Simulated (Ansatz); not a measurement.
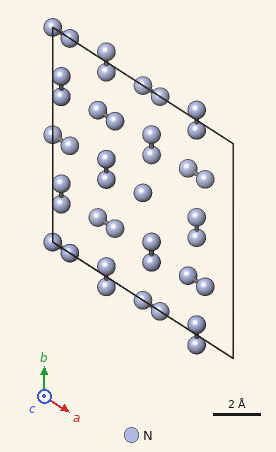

This is the input geometry for a relaxation of a defect cell of composition N (cell charge −1). The picture is a ball-and-stick view of the cell of the calculation (origin shifted), seen along the c axis.

Case: N vacancy (site f), charge -1, atoms relaxed at the host's cell.

Theory: Ansatz 0.2.0, DFT PBE+D3(BJ), scalar-relativistic, plane waves, PAW.

Input file:
```yaml
crystal:
  lattice:
    - [0.0, -8.1886406043, 5.3249595272]
    - [0.0, 8.1886406043, 5.3249595272]
    - [-8.1886406043, 0.0, -5.3249595272]
  atoms:
    - { symbol: "N", position: [0.7975642504, 0.25, 0.0475642504] }
    - { symbol: "N", position: [0.2975642504, 0.75, 0.0475642504] }
    - { symbol: "N", position: [0.5475642504, 0.5, 0.0475642504] }
    - { symbol: "N", position: [0.2975642504, 0.25, 0.5475642504] }
    - { symbol: "N", position: [0.5475642504, 0.0, 0.5475642504] }
    - { symbol: "N", position: [0.0475642504, 0.5, 0.5475642504] }
    - { symbol: "N", position: [0.7975642504, 0.75, 0.5475642504] }
    - { symbol: "N", position: [0.5, 0.2024357496, 0.2024357496] }
    - { symbol: "N", position: [0.25, 0.4524357496, 0.2024357496] }
    - { symbol: "N", position: [0.75, 0.9524357496, 0.2024357496] }
    - { symbol: "N", position: [0.0, 0.7024357496, 0.2024357496] }
    - { symbol: "N", position: [0.75, 0.4524357496, 0.7024357496] }
    - { symbol: "N", position: [0.0, 0.2024357496, 0.7024357496] }
    - { symbol: "N", position: [0.5, 0.7024357496, 0.7024357496] }
    - { symbol: "N", position: [0.25, 0.9524357496, 0.7024357496] }
    - { symbol: "N", position: [0.4524357496, 0.0, 0.4524357496] }
    - { symbol: "N", position: [0.2024357496, 0.25, 0.4524357496] }
    - { symbol: "N", position: [0.7024357496, 0.75, 0.4524357496] }
    - { symbol: "N", position: [0.9524357496, 0.5, 0.4524357496] }
    - { symbol: "N", position: [0.7024357496, 0.25, 0.9524357496] }
    - { symbol: "N", position: [0.9524357496, 0.0, 0.9524357496], spin: 2.0 }
    - { symbol: "N", position: [0.4524357496, 0.5, 0.9524357496] }
    - { symbol: "N", position: [0.2024357496, 0.75, 0.9524357496] }
    - { symbol: "N", position: [0.5, 0.2975642504, 0.2975642504] }
    - { symbol: "N", position: [0.25, 0.5475642504, 0.2975642504] }
    - { symbol: "N", position: [0.75, 0.0475642504, 0.2975642504] }
    - { symbol: "N", position: [0.0, 0.7975642504, 0.2975642504] }
    - { symbol: "N", position: [0.75, 0.5475642504, 0.7975642504] }
    - { symbol: "N", position: [0.0, 0.2975642504, 0.7975642504] }
    - { symbol: "N", position: [0.5, 0.7975642504, 0.7975642504] }
    - { symbol: "N", position: [0.25, 0.0475642504, 0.7975642504] }
  host:
    lattice:
      - [4.0943203022, 0.0, 0.0]
      - [0.0, 4.0943203022, 0.0]
      - [0.0, 0.0, 5.3249595272]
    atoms:
      - { symbol: "N", position: [0.9048714992, 0.9048714992, 0.0] }
      - { symbol: "N", position: [0.5951285008, 0.4048714992, 0.5] }
      - { symbol: "N", position: [0.0951285008, 0.0951285008, 0.0] }
      - { symbol: "N", position: [0.4048714992, 0.5951285008, 0.5] }
total_charge: -1
basis:
  ecutwfc: 420
  xc_grid: 2
kpoints:
  mp_grid: { grid: [2, 2, 2], shift: [0.5, 0.5, 0.5] }
hamiltonian:
  xc: pbe
  dispersion: d3bj
scf:
  occupations: { method: gaussian, width: 0.01 }
output:
  forces: true
  stress: false
  eigenvalues: true
  populations: true
  charged_corrections:
    defect_position: [0.04756425, 0.0, 0.04756425]
    epsilon: [[1.6577, 0.0, 0.0], [0.0, 1.6577, 0.0], [0.0, 0.0, 1.5184]]
  write_density: true
  write_potential: true
  elf: true
  volumetric_format: npy
magnetization:
  spin_polarized: true
relax:
  adjacent_minimum: "off"
  f_tol: 0.025
  max_steps: 45
```

Command:
```bash
ansatz run input.yaml --threads 4 --pin off --max-ram 6144MiB --backend cpu --events-out ev --progress --plain --runs-dir out
```

Q: Predict the outcome.

A: The energy falls by 61.2 meV per cell of the calculation in 7 accepted moves (10 points after the start). The largest force component goes from 0.49 to 0.018 eV/Å. The line search rejected the trial steps at points 1, 3, 9 of the run. N21 moves most: 0.45 Å along [−1 0 −1]. The cell doesn't change. Some distances before and after: N1–N20 1.102 → 1.107 Å.

After the run, drawn alike:

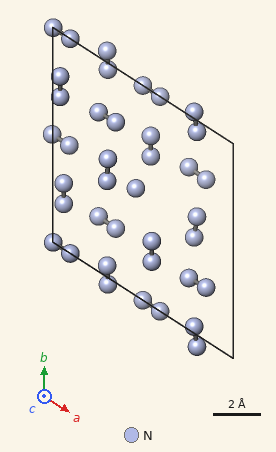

Limits of the set-up: the cell is charged, on a uniform background, and energies carry no finite-size correction.
